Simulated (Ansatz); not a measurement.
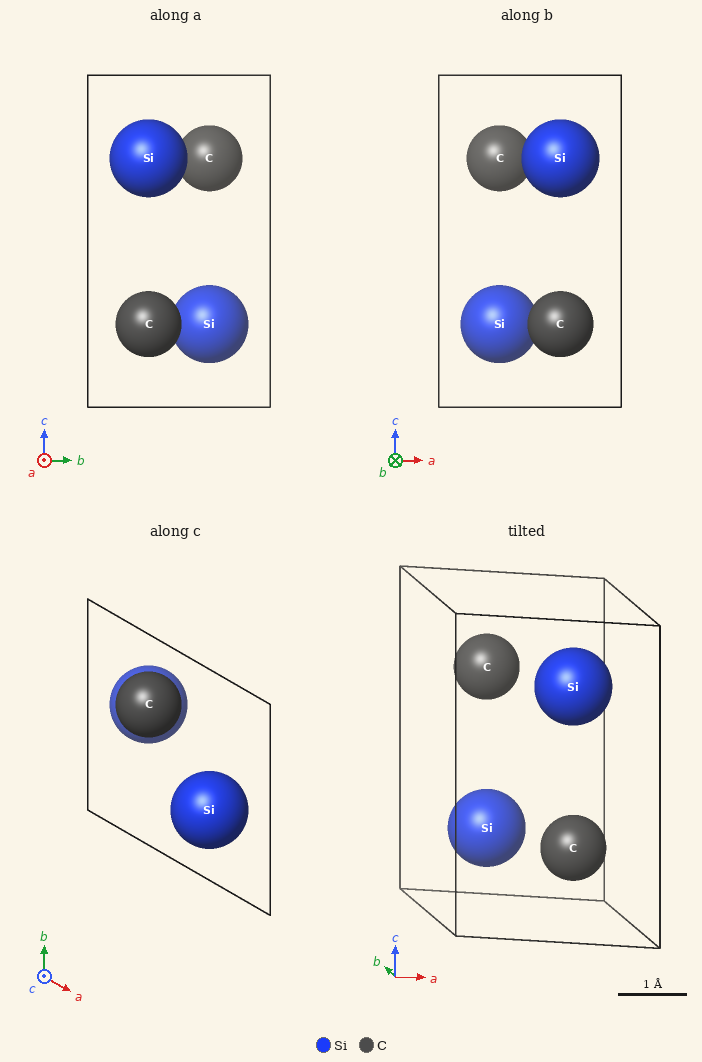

Spheres-only representation of a periodic structure, projected along the a axis, along the b axis, along the c axis and slightly off an axis. The frame is the conventional unit cell; atoms at its boundary are shown with their periodic copies.

Lattice parameters: a = 3.137 Å, b = 3.137 Å, c = 4.933 Å, α = 90.00°, β = 90.00°, γ = 120.00°.

> Write down what is shown as a table of Wyckoff sites.

Space group P6_3/mmc (No. 194).
```json
{"atom": "Si", "site": "2c", "x": "0.3333", "y": "0.6667", "z": "0.2500"}
{"atom": "C", "site": "2d", "x": "0.6667", "y": "0.3333", "z": "0.2500"}
```

Its origin is a structure type filled with these elements by a generator (whether the compound takes this form wasn't checked). Relaxation method: DFT, r2SCAN, plane waves, PAW in Ansatz.
